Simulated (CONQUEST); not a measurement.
**Energy of NaCl along an even scaling of the cell**

System: NaCl (Fm-3m, 4 atoms in the cell).
Method: Kohn-Sham DFT of a periodic cell, PBEsol, PseudoDojo NC PBEsol, no spin polarisation (CONQUEST 1.3).

The 7 runs differ only in the geometry, by an even scaling of the cell at fixed fractional positions. The structure derives from a Materials Project entry.

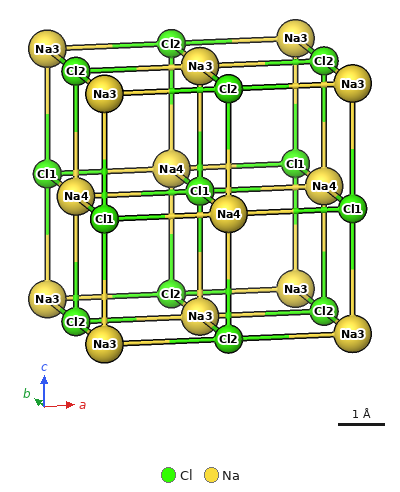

Figure 1. The structure of run 4 (ball-and-stick view of the cell 2 times as large as that of the calculation, set on its symmetry axes, seen slightly off an axis; atoms are numbered from 1 in the order of the input). An atom can appear more than once, as a periodic image.

## Input of run 4
```
IO.Title NaCl
IO.Coordinates coords.dat
IO.FractionalAtomicCoords T
IO.Iprint 2
IO.Iprint_init 1
General.NumberOfSpecies 2
General.PseudopotentialType hamann
AtomMove.TypeOfRun static
AtomMove.FullStress T
Grid.PointsAlongX 40
Grid.PointsAlongY 40
Grid.PointsAlongZ 60
DM.SolutionMethod diagon
Diag.MPMesh T
Diag.GammaCentred T
Diag.MPMeshX 7
Diag.MPMeshY 7
Diag.MPMeshZ 5
Diag.kT 0.00183747
minE.SCTolerance 1e-6
SC.MaxIters 100
IO.AtomChargeOutput T
%block ChemicalSpeciesLabel
1 35.450 Cl
2 22.990 Na
%endblock
```

Command:
```bash
OMP_NUM_THREADS=1 Conquest
```

Lattice vectors (Å) and fractional positions of run 4:
```
   3.951402    0.000000    0.000000
   0.000000    3.951402    0.000000
   0.000000    0.000000    5.588126
Cl  0.000000  0.000000  0.500000
Cl  0.500000  0.500000  0.000000
Na  0.000000  0.000000  0.000000
Na  0.500000  0.500000  0.500000
```

Run 2 has the same physical settings and fractional positions; its lattice vectors (Å) are:
```
   3.897998    0.000000    0.000000
   0.000000    3.897998    0.000000
   0.000000    0.000000    5.512602
```

## Results, with one run withheld

```csv
run,volume per atom (Å³),"free energy per atom, from the lowest run given (meV)",pressure (GPa),gap on the mesh (eV)
1,20.504,9.34,2.16,5.40
2,20.940,?,?,?
3,21.376,1.32,0.83,5.22
4,21.813,0.00,0.16,5.14
5,22.249,0.21,−0.31,5.06
6,22.685,1.74,−0.82,4.99
7,23.121,4.44,−1.24,4.91
```

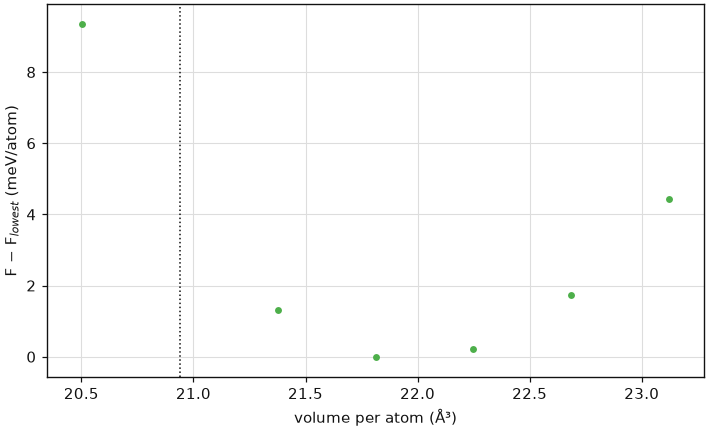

Figure 2. Free energy per atom of the runs given; the dotted line marks run 2.

Estimate the energy of run 2 from the others.

A cubic polynomial in V^(−2/3) (the Birch–Murnaghan form), fitted to the 6 runs given, misses them by under 0.01 meV per atom. With x = V^(−2/3) − 0.12764 Å⁻², it reads F = −0.081499 + 73.955 x + 2.5419e+05 x² + 1.4877e+06 x³ (meV per atom). At run 2 it gives 4.35 meV per atom, and the run itself gives 4.45. The slope of the fit gives a pressure −dF/dV of 1.46 GPa there, and the run prints 1.45 GPa. The fit has its minimum at 21.967 Å³ per atom, where V d²F/dV² gives 26.7 GPa: the bulk modulus at this level, since symmetry fixes the shape and the positions. The gap on the mesh goes, without turning, from 5.40 eV in run 1 to 4.91 eV in run 7; run 2 has 5.31 eV. These are gaps of this functional on this mesh, which can miss the band edges; they aren't the measured gap.

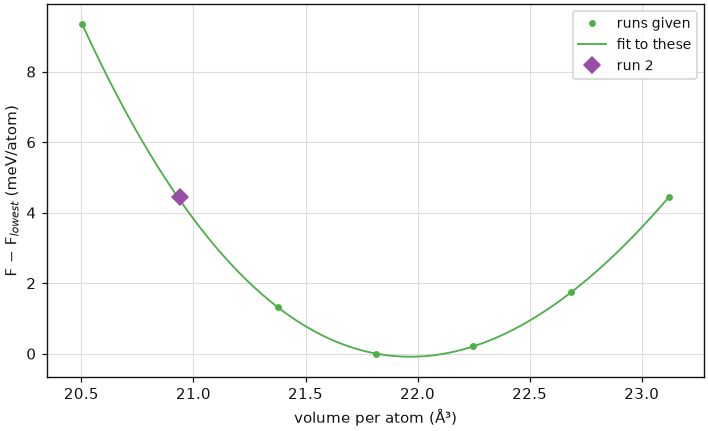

Figure 3. The fit and the withheld run.

## Some lines of the output (run 2)
```
[...]
      Using Fermi-Dirac smearing
          DFT Total Energy                 :      -124.210546485305201 Ha
          DFT Total Energy                 :      -124.218255556283850 Ha
          DFT Total Energy                 :      -124.218368669241627 Ha
          DFT Total Energy                 :      -124.218387503024758 Ha
          DFT Total Energy                 :      -124.218387830156701 Ha
          DFT Total Energy                 :      -124.218387832029165 Ha
          DFT Total Energy                 :      -124.218387835631290 Ha
      |* DFT total energy        =      -124.218387835631290 Ha
    force: Average pressure:      1.44615418 GPa
```

Notes: With a small basis of atomic orbitals these values can differ much from converged plane-wave results.
